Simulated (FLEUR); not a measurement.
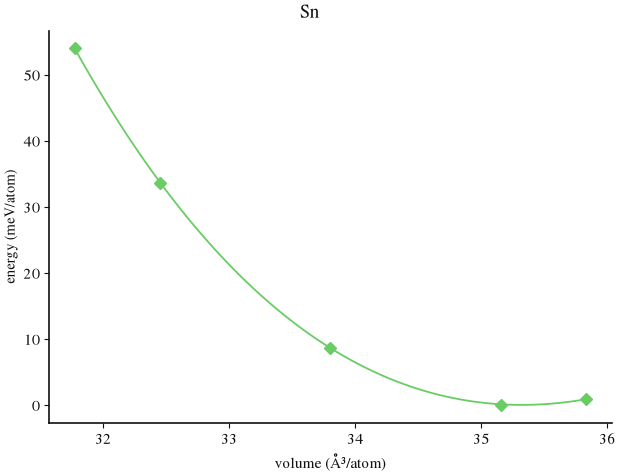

How it was computed, with FLEUR MaX-R8.1 (later development tree): all-electron LAPW DFT, no spin polarisation; energies at scaled volumes of the given cell, shape and fractions fixed, counted from the fit's minimum, third-order Birch-Murnaghan fit. Level: SCAN.

k mesh 7×7×7; occupations Fermi–Dirac; smearing width 0.05 eV; potentials all electron; program settings basis FLAPW, kmax 4.12 1/bohr.

Cell as given: a = 4.573 Å, b = 4.573 Å, c = 4.573 Å, α = 60.00°, β = 60.00°, γ = 60.00°; 2 atoms.

Caption: Energy against volume for Sn, space group Fd-3m (No. 227).

A third-order Birch–Murnaghan fit gives V0 = 35.32 Å³/atom, B0 = 38.3 GPa and B′ = 5.7. The energy is 53.99 meV/atom at volume 31.77 Å³/atom and 0.88 meV/atom at 35.83 Å³/atom; the lowest computed point is at volume 35.16 Å³/atom (0.05 meV/atom), and no other minimum shows among the points.
